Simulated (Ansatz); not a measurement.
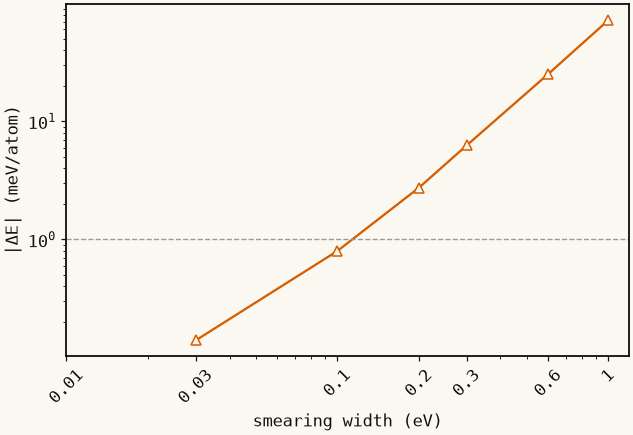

Convergence test: the smearing width is varied and all else is held.
The run: Hg (R-3m, 1 atom in the cell), by Ansatz, DFT, LDA (PW92), plane waves (420 eV) with PAW, scalar-relativistic; 11×11×11 k-mesh, Gaussian smearing.
ΔE is the free energy less its value at the smallest setting, 0.01 eV.
Dashed lines or grey bands mark the tolerance: 1 meV/atom.
On logarithmic panels, open markers lie below the reference value and filled ones above.

What is enough for the free energy to 1 meV/atom?

Answer. The free energy is within 1 meV/atom of the smallest setting's value from 0.1 eV down. It is off by 72 meV/atom at 1 eV, 6.2 meV/atom at 0.3 eV and 2.7 meV/atom at 0.2 eV (always below it). The free energy falls with the width because it holds the −TS term of the fractional occupations.
